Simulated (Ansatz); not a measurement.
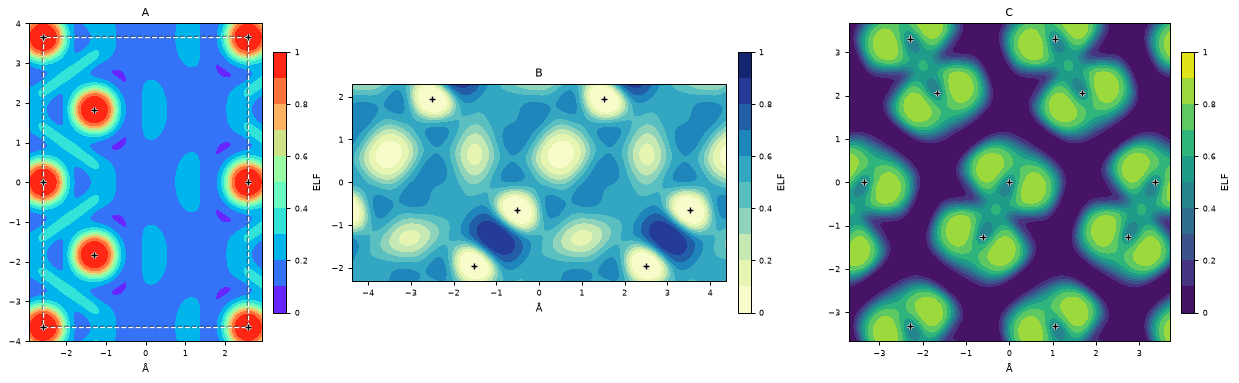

The electron localisation function of 3 systems, each on a plane through atoms (crosses mark nuclei in the plane).

Computed with Ansatz 0.2.0, DFT, r2SCAN, plane waves (500 eV) with PAW, scalar-relativistic.

System 1: F, the (100) plane of the standardised cell. Space group C2/c; set up as F, solid alpha-F2; changed on purpose from its base cell (volume × 1.0).

```yaml
crystal:
  lattice:
    - [5.08697, 0.00000, 0.55451]
    - [0.00000, 3.35858, 0.00000]
    - [-0.70200, 0.00000, 6.59761]
  atoms:
    - { symbol: F, position: [0.00024, 0.59248, 0.09461] }
    - { symbol: F, position: [0.50024, 0.09248, 0.09461] }
    - { symbol: F, position: [0.00073, 0.09248, 0.40539] }
    - { symbol: F, position: [0.50073, 0.59248, 0.40539] }
    - { symbol: F, position: [0.00073, 0.40801, 0.90539] }
    - { symbol: F, position: [0.50073, 0.90801, 0.90539] }
    - { symbol: F, position: [0.00024, 0.90801, 0.59461] }
    - { symbol: F, position: [0.50024, 0.40801, 0.59461] }
```

System 2: Co, the (011) plane of the conventional cell. Space group Fd-3m; set up as Co, diamond; a generated structure, not necessarily the stable one; changed on purpose from its base cell (volume × 1.08); computed pressure about −7 GPa in this cell; spin-polarised.

```
CELL_PARAMETERS angstrom
5.16542 0.00000 0.00000
0.00000 5.16542 0.00000
0.00000 0.00000 5.16542
ATOMIC_POSITIONS crystal
Co 0.75000 0.25000 0.25000
Co 0.25000 0.75000 0.25000
Co 0.25000 0.25000 0.75000
Co 0.75000 0.75000 0.75000
Co 0.50000 0.00000 0.00000
Co 0.00000 0.50000 0.00000
Co 0.00000 0.00000 0.50000
Co 0.50000 0.50000 0.50000
```

System 3: B, the (111) plane of the conventional cell. Space group P6/mmm; set up as B, omega (AlB2-type); a generated structure, not necessarily the stable one; changed on purpose from its base cell (volume × 1.0); computed without spin polarisation.

### Match each panel to its system.

Panel A is system 2, Co: the plane holds Co. Co–Co (2.24 Å): the ELF is about 0.35 at the midpoint. Panel B is system 3, B: the plane holds B. B–B (1.65 Å): the ELF peaks at about 0.90 between the atoms. Panel C is system 1, F: the plane holds F. F–F (1.40 Å): the ELF peaks at about 0.60 between the atoms.
